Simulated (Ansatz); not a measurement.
# Calculations on Si₆₂

## 1. Relaxation

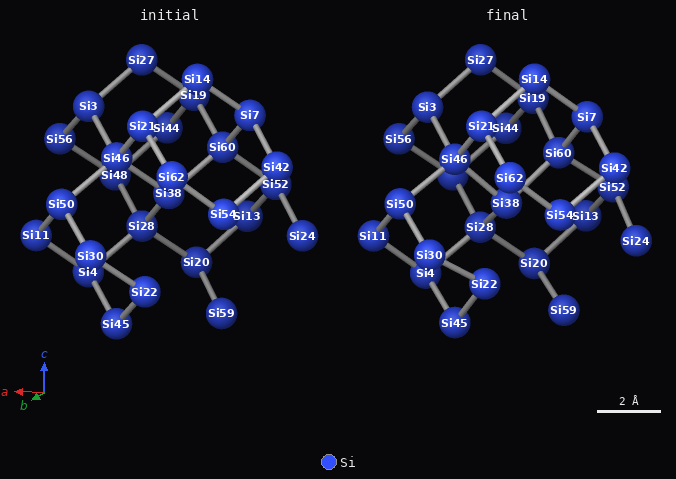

The structure of a defect cell of composition Si62 (cell charge −1) before (left) and after (right) a relaxation, at one scale.

A ball-and-stick model of the atoms within 5.0 Å of the atom that moves most (axes of the cell of the calculation (origin shifted)), seen from a free direction.

All numbers below come from DFT, PBEsol, PAW, plane waves in Ansatz 0.2.0. Set-up: plane-wave cutoff 420 eV; k-point mesh 1 × 1 × 1; mesh shifted by (0.25, 0.25, 0.25); collinear spin; atoms relaxed in a fixed cell; force threshold 0.03 eV/Å; at most 80 steps.

Summarise the run.

The energy falls by 0.929 eV per cell of the calculation in 4 geometry steps. The largest force component goes from 1.1 to 0.016 eV/Å. The largest move is that of Si38, 0.37 Å along [−1 3 −3]. The cell doesn't change. Among the contacts that change: Si38–Si60 2.363 → 2.442 Å, Si13–Si20 2.280 → 2.357 Å, Si20–Si59 2.310 → 2.376 Å, Si22–Si45 2.315 → 2.367 Å. Among the angles between lasting bonds that change: Si28–Si38–Si60 110.3° → 101.6°, Si3–Si46–Si38 107.7° → 116.2°, Si19–Si60–Si38 108.3° → 115.1°. The program noted that the starting moments weren't kept. The run took 5.6 s on 1 × NVIDIA GB200 with 8 threads of Arm Neoverse-V2, peak memory 1.8 GiB.

Limits of the set-up: the cell is charged, on a uniform background, and energies carry no finite-size correction.

## 2. Relaxation

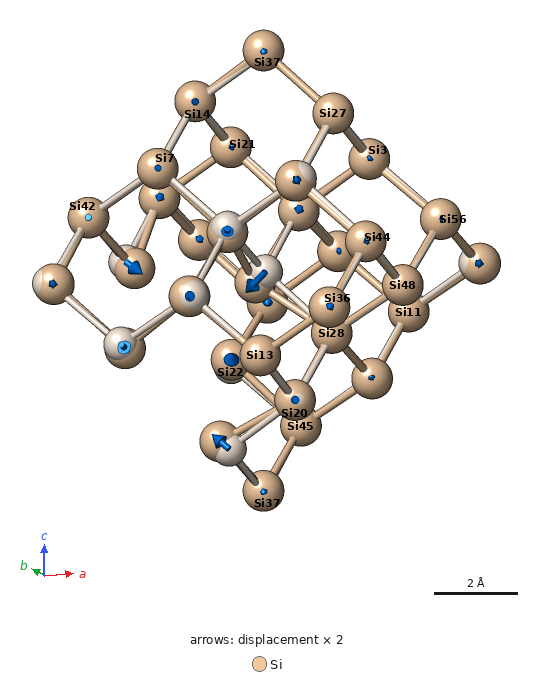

A relaxation of a defect cell of composition Si62 (cell charge −3). The starting structure is drawn faded, the final one solid; blue arrows show the displacements, magnified 2 times.

Style: ball-and-stick. Shown: the atoms within 5.8 Å of the atom that moves most (axes of the cell of the calculation (origin shifted)), slightly off an axis.

Computed with Ansatz 0.2.0, DFT, PBEsol, PAW, plane waves. (plane-wave cutoff 420 eV; k-point mesh 1 × 1 × 1; mesh shifted by (0.25, 0.25, 0.25); collinear spin; atoms relaxed in a fixed cell; force threshold 0.03 eV/Å; at most 80 steps)

What did the optimiser do to the structure, and how much energy did it gain?

Answer. The energy falls by 1.172 eV per cell of the calculation in 5 geometry steps. Largest force component: 1 eV/Å at the start, 0.021 eV/Å at the end. The atom that moves furthest is a Si atom (0.42 Å along [−2 3 −3]). The cell doesn't change. Among the contacts that change: Si–Si 2.288 → 2.379 Å, Si–Si 2.278 → 2.369 Å, Si–Si 2.313 → 2.385 Å, Si–Si 2.363 → 2.425 Å. Bond angles that change, for instance: Si–Si–Si 107.7° → 118.9°, Si–Si–Si 110.5° → 99.7°, Si–Si–Si 108.3° → 118.5°. The program noted that the starting moments weren't kept. Cost: 5.5 s on 1 × NVIDIA GB200 with 8 threads of Arm Neoverse-V2, peak memory 1.8 GiB.

Limits of the set-up: the cell is charged, on a uniform background, and energies carry no finite-size correction.

## 3. Defect

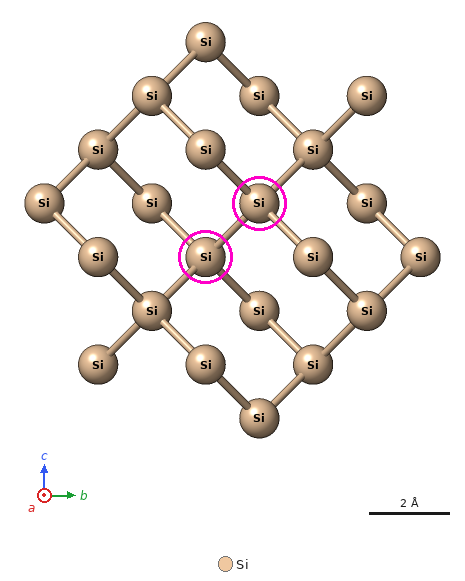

Perfect Si. The picture is a ball-and-stick view of the atoms within 5.4 Å of one point, in a slice 5.0 Å thick across the line of sight, seen along the a axis.

These are results of DFT, PBEsol, PAW, plane waves (Ansatz), not measurements. Settings: plane-wave cutoff 420 eV; k-point mesh 1 × 1 × 1; mesh shifted by (0.25, 0.25, 0.25); collinear spin. Fermi-Dirac smearing of 0.01 eV. A uniform background neutralises the charged cell. The axes drawn are those of the host's conventional cell.

Two silicon atoms are taken out (a divacancy), the two sites 2.4 Å apart at the ringed places, in charge state −3. The supercell has 64 sites, and the atoms are relaxed at the host's cell.

> How do the neighbours respond?

One site: around the empty Si site the host had 4 Si at 2.35 Å; after relaxation the nearest atoms are 3 Si at 2.08 to 2.12 Å. The other site: around the empty Si site the host had 4 Si at 2.35 Å; after relaxation the nearest atoms are 3 Si at 1.97 to 2.04 Å. Of the host's atoms, a silicon atom moves furthest from its site, by 0.39 Å. The cell's net moment is 1.00 μB.

The relaxed defect, seen from the same direction:

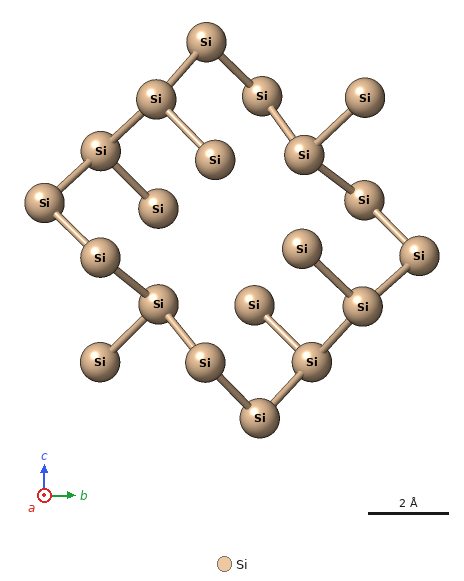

Limits of the set-up: the cell is charged, on a uniform background, and energies carry no finite-size correction.
